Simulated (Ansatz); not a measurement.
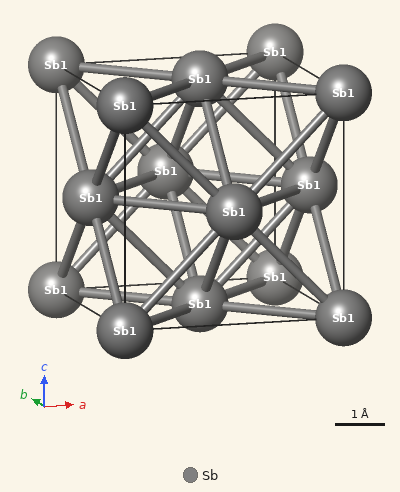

The structure (ball-and-stick view of the cell 4 times as large as that of the calculation, set on its symmetry axes, seen slightly off an axis; atoms are numbered from 1 in the order of the input).

## What a change does: single-point calculation on Sb

System: Sb (Fm-3m, 1 atom in the cell).
Method of the first run: DFT, revPBE, plane waves (420 eV) with PAW, scalar-relativistic, no spin polarisation (Ansatz 0.2.0).

Text and figures count atoms from 1; the logs count them from 0 in places.

## The input, the first run
```yaml
crystal:
  lattice:
    - [0.0, 2.3411193167, 2.3411193167]
    - [2.3411193167, 0.0, 2.3411193167]
    - [2.3411193167, 2.3411193167, 0.0]
  atoms:
    - { symbol: Sb, position: [0.0, 0.0, 0.0] }
hamiltonian:
  xc: revpbe
  pseudopotentials:
    kind: paw
    azcp:
      Sb: "pseudopotentials/Sb.paw.azcp"
basis:
  ecutwfc: 420
  fft_grid_basis: typed
kpoints:
  mp_grid: { grid: [13, 13, 13], shift: [0, 0, 0] }
magnetization:
  spin_polarized: false
scf:
  occupations: { method: fermi_dirac, width: 0.1 }
  lower_state_search: "off"
output:
  stress: true
```

Hardware: 2 threads of an Arm (aarch64) CPU, shared host.

## Output, shortened to warnings, some set-up lines, iterations and results (the first run)
```
Basis set: ecut = 420 eV, 531 PW (Γ)
Symmetry: 48 space group operations
k-points: 84 of 2197
Initial density: superposition of atomic densities (neutral atoms: chi_scale 0, normalization atom), corrected by the library's trained network
[...]
SCF iter   1: F=—  HF=-6490.310950 eV  |F-HF|=—  |Δ(HF+E_count)|=         —  Δρ=2.23e-3  dr2=6.16e-4  ethr=1.77e-3  ⟨swp⟩=5.0  Hψ=5809  notcnv=0
SCF iter   2: F=—  HF=-6490.310380 eV  |F-HF|=—  |Δ(HF+E_count)|=   5.70e-4  Δρ=1.15e-3  dr2=2.67e-4  ethr=4.11e-6  ⟨swp⟩=2.0  Hψ=2200  notcnv=0
SCF iter   3: F=—  HF=-6490.310400 eV  |F-HF|=—  |Δ(HF+E_count)|=   1.99e-5  Δρ=3.99e-4  dr2=2.13e-5  ethr=1.78e-6  ⟨swp⟩=1.9  Hψ=1145  notcnv=0
SCF iter   4: F=—  HF=-6490.310400 eV  |F-HF|=—  |Δ(HF+E_count)|=   6.24e-7  Δρ=5.97e-5  dr2=1.02e-6  ethr=1.42e-7  ⟨swp⟩=2.2  Hψ=1602  notcnv=0
SCF iter   5: F=-6490.310400 eV  HF=-6490.310400 eV  |F-HF|=1.08e-7  |Δ(HF+E_count)|=   2.32e-7  Δρ=1.93e-5  dr2=9.66e-8  ethr=6.82e-9  ⟨swp⟩=2.0  Hψ=1602  notcnv=0
SCF iter   6: F=-6490.310400 eV  HF=-6490.310400 eV  |F-HF|=6.21e-9  |Δ(HF+E_count)|=   5.49e-8  Δρ=4.21e-6  dr2=4.98e-9  ethr=6.44e-10  ⟨swp⟩=2.6  Hψ=3606  notcnv=0
SCF 1 converged in 6 iterations: F = -6490.310400 eV  dr2 = 4.98e-9
SCF converged after 6 iterations
Free energy (F): -6490.310400 eV
Harris-Foulkes:  -6490.310400 eV  (|F-HF|=6.21e-9)
Internal energy: -6490.286095 eV  (E = F + TS)
E sigma→0 (E₀):  -6490.298247 eV
Entropy (-TS):   -0.024305 eV (-24.305 meV/atom)
Fermi energy:    12.545038 eV
--- Per-component energies (eV) ---
  E_band       = -132.510189
  E_kinetic    = 207.037866
  E_local      = -1393.649803  (includes V_loc(G=0)·N_el)
  E_nonlocal   = 361.272275
  E_hartree    = 641.093926
  E_xc         = -138.942430
  E_vxc        = -96.625655  (∫ρ·V_xc dr)
  E_paw        = -4580.821225  (= ΣΔE_a)
  E_vpaw       = -492.736210  (= ΣTr[D̂ρ^β])
  E_aug_tail   = -0.000001  (compensation charges beyond the density's cutoff)
  E_ewald      = -1586.269791
  E_core_change = -0.006912  (= ΣΔE_core)
  E_smearing   = -0.024305  (= −TS)
  E_closure    = -0.000000  (closes the sum)
  Σ components = -6490.310400   (vs F -6490.310400, Δ=0.00e0)
--- Stress (GPa, compression-positive) ---
        5.690399       0.000000      -0.000000
        0.000000       5.690399      -0.000000
        0.000000       0.000000       5.690399
  P = ⅓ Tr σ = 5.6904 GPa (56.904 kbar)
```

The input of the second run differs as follows (lines with − go, lines with + come):
```diff
-    - [0.0, 2.3411193167, 2.3411193167]
-    - [2.3411193167, 0.0, 2.3411193167]
-    - [2.3411193167, 2.3411193167, 0.0]
+    - [0.0, 2.3745683975, 2.3745683975]
+    - [2.3745683975, 0.0, 2.3745683975]
+    - [2.3745683975, 2.3745683975, 0.0]
```

Predict how the results change.

With the same functional and potentials, the second run lies 28.5 meV per atom lower. The pressure goes from 5.69 to 2.62 GPa. The volume per atom goes from 25.66 to 26.78 Å³. The cell is scaled evenly with the atoms at fixed fractional positions, so −ΔP/Δ ln V estimates the bulk modulus midway between the two volumes: about 72 GPa. The number of SCF iterations is the same.

## Output, shortened to warnings, some set-up lines, iterations and results (the second run)
```
Basis set: ecut = 420 eV, 531 PW (Γ)
Symmetry: 48 space group operations
k-points: 84 of 2197
Initial density: superposition of atomic densities (neutral atoms: chi_scale 0, normalization atom), corrected by the library's trained network
[...]
SCF iter   1: F=—  HF=-6490.339454 eV  |F-HF|=—  |Δ(HF+E_count)|=         —  Δρ=2.14e-3  dr2=5.67e-4  ethr=1.77e-3  ⟨swp⟩=5.0  Hψ=5877  notcnv=0
SCF iter   2: F=—  HF=-6490.338922 eV  |F-HF|=—  |Δ(HF+E_count)|=   5.32e-4  Δρ=1.02e-3  dr2=2.23e-4  ethr=3.78e-6  ⟨swp⟩=2.0  Hψ=2208  notcnv=0
SCF iter   3: F=—  HF=-6490.338935 eV  |F-HF|=—  |Δ(HF+E_count)|=   1.31e-5  Δρ=3.85e-4  dr2=2.17e-5  ethr=1.49e-6  ⟨swp⟩=1.4  Hψ=1089  notcnv=0
SCF iter   4: F=—  HF=-6490.338939 eV  |F-HF|=—  |Δ(HF+E_count)|=   4.33e-6  Δρ=5.02e-5  dr2=7.38e-7  ethr=1.45e-7  ⟨swp⟩=2.6  Hψ=1592  notcnv=0
SCF iter   5: F=-6490.338939 eV  HF=-6490.338939 eV  |F-HF|=7.31e-8  |Δ(HF+E_count)|=   1.67e-7  Δρ=1.49e-5  dr2=6.63e-8  ethr=4.92e-9  ⟨swp⟩=2.0  Hψ=1604  notcnv=0
SCF iter   6: F=-6490.338939 eV  HF=-6490.338939 eV  |F-HF|=2.46e-9  |Δ(HF+E_count)|=   3.87e-8  Δρ=2.84e-6  dr2=1.95e-9  ethr=4.42e-10  ⟨swp⟩=2.5  Hψ=3609  notcnv=0
SCF 1 converged in 6 iterations: F = -6490.338939 eV  dr2 = 1.95e-9
SCF converged after 6 iterations
Free energy (F): -6490.338939 eV
Harris-Foulkes:  -6490.338939 eV  (|F-HF|=2.46e-9)
Internal energy: -6490.313774 eV  (E = F + TS)
E sigma→0 (E₀):  -6490.326357 eV
Entropy (-TS):   -0.025165 eV (-25.165 meV/atom)
Fermi energy:    11.833428 eV
--- Per-component energies (eV) ---
  E_band       = -142.309970
  E_kinetic    = 206.321789
  E_local      = -1427.966344  (includes V_loc(G=0)·N_el)
  E_nonlocal   = 361.095461
  E_hartree    = 653.461120
  E_xc         = -138.605266
  E_vxc        = -96.157289  (∫ρ·V_xc dr)
  E_paw        = -4580.688634  (= ΣΔE_a)
  E_vpaw       = -492.528049  (= ΣTr[D̂ρ^β])
  E_aug_tail   = -0.000001  (compensation charges beyond the density's cutoff)
  E_ewald      = -1563.924987
  E_core_change = -0.006912  (= ΣΔE_core)
  E_smearing   = -0.025165  (= −TS)
  E_closure    = -0.000000  (closes the sum)
  Σ components = -6490.338939   (vs F -6490.338939, Δ=0.00e0)
--- Stress (GPa, compression-positive) ---
        2.618206       0.000000       0.000000
        0.000000       2.618206       0.000000
       -0.000000      -0.000000       2.618206
  P = ⅓ Tr σ = 2.6182 GPa (26.182 kbar)
```

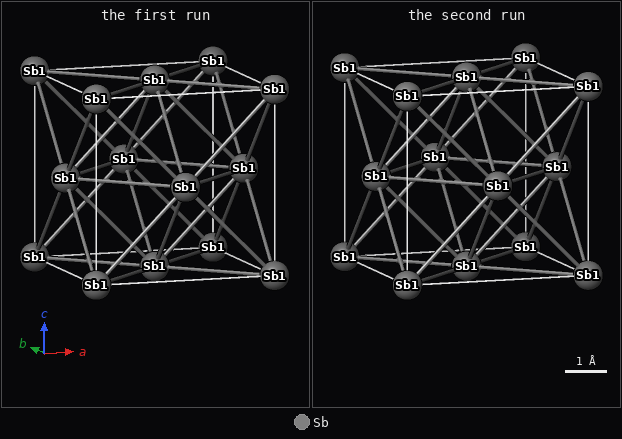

The two input geometries at one scale (ball-and-stick view of the cell 4 times as large as that of the calculation, set on its symmetry axes, seen slightly off an axis). No atom moves by more than 0.005 Å relative to the cell. Cell: a = b = c 4.682 → 4.749 Å (+1.4 %). Volume +4.3 %. Among the contacts that change: Sb1–Sb1 3.311 → 3.358 Å.

## The two runs side by side

| quantity | the first run | the second run |
| --- | --- | --- |
| outcome | converged | converged |
| free energy per atom (eV) | −6490.3104 | −6490.3389 |
| energy per atom, smearing taken to zero (eV) | −6490.2982 | −6490.3264 |
| pressure (GPa) | 5.69 | 2.62 |
| volume per atom (Å³) | 25.66 | 26.78 |
| SCF iterations | 6 | 6 |
| irreducible k-points | 84 | 84 |
| plane waves at Γ | 531 | 531 |
| wall time (shared host) | 0.7 s | 1.2 s |

For the first run: The cell is under a pressure of 5.7 GPa at this level, so it is not at its equilibrium volume.
